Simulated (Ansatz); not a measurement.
# What a change does: single-point calculation on ZrSe2

System: ZrSe2 (3 atoms in the cell).
Method of run A: DFT, PBE, plane waves, PAW, no spin polarisation (Ansatz 0.2.0).

The structure was built on a prototype by a generator; it need not be a known phase. Text and figures count atoms from 1; the logs count them from 0 in places.

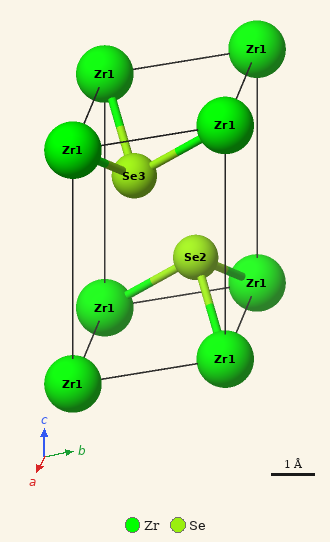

The structure as given in the input (ball-and-stick view of the cell of the calculation, seen at an oblique angle; atoms are numbered from 1 in the order of the input). An atom can appear more than once, as a periodic image. Near neighbours in the periodic cell (some may lie outside the picture): Zr has 6 Se at 2.70 Å; Se has 3 Zr at 2.70 Å.

## Input file, run A
```yaml
crystal:
  lattice:
    - [3.773411074112, 2.857994922264e-11, 7.098757415102e-19]
    - [-1.886705537081, 3.267869849088, -1.419751483039e-18]
    - [1.145176903775e-18, -1.983504580993e-18, 6.272962281324]
  atoms:
    - { symbol: Zr, position: [-9.073244266851e-36, -9.724673896047e-36, 1.957702525385e-35] }
    - { symbol: Se, position: [0.3333333333333, 0.6666666666667, 0.2534160671809] }
    - { symbol: Se, position: [0.6666666666667, 0.3333333333333, 0.7465839328191] }
basis:
  ecutwfc: 420
  ecutrho_ratio: 4
kpoints:
  mp_grid: { grid: [8, 8, 4] }
hamiltonian:
  xc: pbe
scf:
  occupations: { method: gaussian, width: 0.05 }
  eigensolver: { kind: davidson }
output:
  forces: true
  stress: true
  write_density: true
  write_potential: true
  elf: true
  volumetric_format: npy
```

Launched with:
```bash
ansatz run input.yaml --threads 4 --pin off --max-ram 8192MiB --backend cpu --events-out ev --progress --plain --runs-dir out
```

Hardware: 4 threads of Arm Neoverse V2, 24 GiB of memory available, shared host.

## Output, shortened to warnings, some set-up lines, iterations and results (run A)
```
Basis set: ecut = 420 eV, 1521 PW (Γ), exchange–correlation on 54×54×90 points (8 copies of the dense FFT grid, shifted against one another)
Symmetry: 12 space group operations
k-points: 35 of 256
Initial density: superposition of atomic densities (neutral atoms: chi_scale 0, normalization atom), corrected by the library's trained network
[...]
SCF iter   1: F=—  HF=-15126.047889 eV  |F-HF|=—  |Δ(HF+E_count)|=         —  Δρ=1.10e-3  dr2=7.57e-4  ethr=1.77e-3  ⟨swp⟩=5.7  Hψ=3583  notcnv=0
SCF iter   2: F=—  HF=-15126.048762 eV  |F-HF|=—  |Δ(HF+E_count)|=   8.73e-4  Δρ=6.23e-4  dr2=1.96e-4  ethr=1.72e-6  ⟨swp⟩=4.5  Hψ=2736  notcnv=0
SCF iter   3: F=—  HF=-15126.048933 eV  |F-HF|=—  |Δ(HF+E_count)|=   1.71e-4  Δρ=1.57e-4  dr2=2.78e-5  ethr=4.45e-7  ⟨swp⟩=4.0  Hψ=2054  notcnv=0
SCF iter   4: F=—  HF=-15126.048944 eV  |F-HF|=—  |Δ(HF+E_count)|=   1.12e-5  Δρ=6.44e-5  dr2=3.07e-6  ethr=6.32e-8  ⟨swp⟩=3.1  Hψ=1886  notcnv=0
SCF iter   5: F=—  HF=-15126.048947 eV  |F-HF|=—  |Δ(HF+E_count)|=   2.69e-6  Δρ=2.01e-5  dr2=4.43e-7  ethr=6.98e-9  ⟨swp⟩=4.0  Hψ=2597  notcnv=0
SCF iter   6: F=-15126.048946 eV  HF=-15126.048946 eV  |F-HF|=2.16e-8  |Δ(HF+E_count)|=   4.63e-7  Δρ=8.20e-6  dr2=5.48e-8  ethr=1.01e-9  ⟨swp⟩=3.0  Hψ=2348  notcnv=0
SCF 1 converged in 6 iterations: F = -15126.048946 eV  dr2 = 5.48e-8
  Residual-converged pass: ⟨swp⟩=6.2  Hψ=4249  notcnv=0  max |occ|·‖R‖ = 9.4e-9 eV (tolerance 1.0e-8 eV)  dr2=5.76e-8  dr2_onsite=2.95e-8  max |Δocc| = 3.3e-13
SCF converged after 6 iterations
Free energy (F): -15126.048946 eV
Harris-Foulkes:  -15126.048946 eV  (|F-HF|=2.16e-8)
Internal energy: -15126.048946 eV  (E = F + TS)
E sigma→0 (E₀):  -15126.048946 eV
Entropy (-TS):   -0.000000 eV (-0.000 meV/atom)
Fermi energy:    8.850767 eV
--- Per-component energies (eV) ---
  E_band       = -897.503467
  E_kinetic    = 569.968350
  E_local      = -5869.447547  (includes V_loc(G=0)·N_el)
  E_nonlocal   = -1114.019025
  E_hartree    = 2772.478155
  E_xc         = -371.107692
  E_vxc        = -388.544594  (∫ρ·V_xc dr)
  E_paw        = -6775.314847  (= ΣΔE_a)
  E_vpaw       = 359.585217  (= ΣTr[D̂ρ^β])
  E_aug_tail   = -0.001177  (compensation charges beyond the density's cutoff)
  E_ewald      = -4338.605163
  E_smearing   = -0.000000  (= −TS)
  E_closure    = -0.000000  (closes the sum)
  Σ components = -15126.048946   (vs F -15126.048946, Δ=0.00e0)
--- Forces (eV/Å), atoms counted from 1 ---
  atom   1  Zr     0.00000000    -0.00000000     0.00000000
  atom   2  Se     0.00000000     0.00000000    -0.01376241
  atom   3  Se    -0.00000000    -0.00000000     0.01376241
  max |Σ_I F_I| component: 2.31e-18 eV/Å
--- Stress (GPa, compression-positive) ---
        1.062721      -0.000000       0.000000
       -0.000000       1.062721      -0.000000
       -0.000000      -0.000000       1.082277
  P = ⅓ Tr σ = 1.0692 GPa (10.692 kbar)
```

For run B the input was changed thus:
```diff
-  mp_grid: { grid: [8, 8, 4] }
+  mp_grid: { grid: [3, 3, 1] }
-  eigensolver: { kind: davidson }
-  write_density: true
-  write_potential: true
-  elf: true
-  volumetric_format: npy
```

What does this change do to the results?

The free energy of run B is 51.8 meV per atom higher, which measures how much it depends on this numerical setting. The pressure goes from 1.07 to 1.39 GPa. The largest force goes from 0.014 to 0.179 eV/Å. The SCF takes 7 iterations against 6. The irreducible k-points go from 35 to 3.

## Output, shortened to warnings, some set-up lines, iterations and results (run B)
```
Basis set: ecut = 420 eV, 1521 PW (Γ), exchange–correlation on 54×54×90 points (8 copies of the dense FFT grid, shifted against one another)
Symmetry: 12 space group operations
k-points: 3 of 9
Initial density: superposition of atomic densities (neutral atoms: chi_scale 0, normalization atom), corrected by the library's trained network
[...]
SCF iter   1: F=—  HF=-15125.905768 eV  |F-HF|=—  |Δ(HF+E_count)|=         —  Δρ=5.99e-3  dr2=4.70e-2  ethr=1.77e-3  ⟨swp⟩=5.7  Hψ=298  notcnv=0
SCF iter   2: F=—  HF=-15125.895515 eV  |F-HF|=—  |Δ(HF+E_count)|=   1.03e-2  Δρ=2.96e-3  dr2=8.53e-3  ethr=1.07e-4  ⟨swp⟩=2.0  Hψ=115  notcnv=0
SCF iter   3: F=—  HF=-15125.893638 eV  |F-HF|=—  |Δ(HF+E_count)|=   1.88e-3  Δρ=1.14e-3  dr2=1.48e-3  ethr=1.94e-5  ⟨swp⟩=3.0  Hψ=154  notcnv=0
SCF iter   4: F=—  HF=-15125.893484 eV  |F-HF|=—  |Δ(HF+E_count)|=   1.54e-4  Δρ=3.25e-4  dr2=8.59e-5  ethr=3.35e-6  ⟨swp⟩=2.3  Hψ=115  notcnv=0
SCF iter   5: F=—  HF=-15125.893514 eV  |F-HF|=—  |Δ(HF+E_count)|=   2.94e-5  Δρ=1.02e-4  dr2=1.00e-5  ethr=1.95e-7  ⟨swp⟩=2.3  Hψ=133  notcnv=0
SCF iter   6: F=—  HF=-15125.893521 eV  |F-HF|=—  |Δ(HF+E_count)|=   7.31e-6  Δρ=3.25e-5  dr2=9.38e-7  ethr=2.28e-8  ⟨swp⟩=2.0  Hψ=134  notcnv=0
SCF iter   7: F=-15125.893522 eV  HF=-15125.893522 eV  |F-HF|=7.19e-8  |Δ(HF+E_count)|=   1.24e-6  Δρ=6.69e-6  dr2=4.52e-8  ethr=2.27e-10  ⟨swp⟩=3.0  Hψ=317  notcnv=0
SCF 1 converged in 7 iterations: F = -15125.893522 eV  dr2 = 4.52e-8
SCF converged after 7 iterations
Free energy (F): -15125.893522 eV
Harris-Foulkes:  -15125.893522 eV  (|F-HF|=7.19e-8)
Internal energy: -15125.893522 eV  (E = F + TS)
E sigma→0 (E₀):  -15125.893522 eV
Fermi energy:    9.019196 eV
--- Per-component energies (eV) ---
  E_band       = -896.302889
  E_kinetic    = 570.423338
  E_local      = -5870.214852  (includes V_loc(G=0)·N_el)
  E_nonlocal   = -1114.526147
  E_hartree    = 2773.379663
  E_xc         = -371.231203
  E_vxc        = -388.703418  (∫ρ·V_xc dr)
  E_paw        = -6775.117982  (= ΣΔE_a)
  E_vpaw       = 359.960314  (= ΣTr[D̂ρ^β])
  E_aug_tail   = -0.001177  (compensation charges beyond the density's cutoff)
  E_ewald      = -4338.605163
  E_smearing   = -0.000000  (= −TS)
  E_closure    = 0.000000  (closes the sum)
  Σ components = -15125.893522   (vs F -15125.893522, Δ=0.00e0)
--- Forces (eV/Å), atoms counted from 1 ---
  atom   1  Zr    -0.00000000     0.00000000     0.00000000
  atom   2  Se     0.00000000     0.00000000    -0.17880457
  atom   3  Se    -0.00000000     0.00000000     0.17880457
  max |Σ_I F_I| component: 9.25e-18 eV/Å
--- Stress (GPa, compression-positive) ---
        3.354731      -0.000000       0.000000
        0.000000       3.354731      -0.000000
        0.000000      -0.000000      -2.548568
  P = ⅓ Tr σ = 1.3870 GPa (13.870 kbar)
```

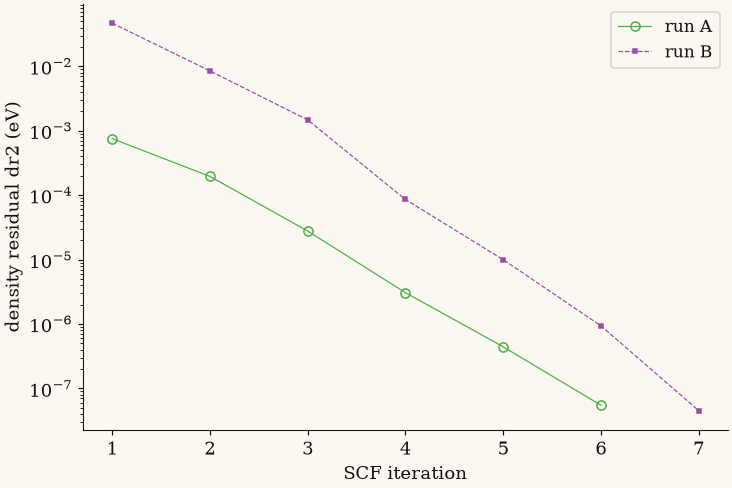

Convergence of the two runs: density residual dr2 against the SCF iteration. Run A takes 6 iterations in all, and run B takes 7.

## The two runs side by side

```csv
quantity,run A,run B
outcome,converged,converged
free energy per atom (eV),−5042.0163,−5041.9645
pressure (GPa),1.07,1.39
largest force (eV/Å),0.014,0.179
SCF iterations,6,7
irreducible k-points,35,3
plane waves at Γ,1521,1521
```

For run B: These settings are looser than, or depart from, a standard set-up, so the numbers are not reference values for this system.
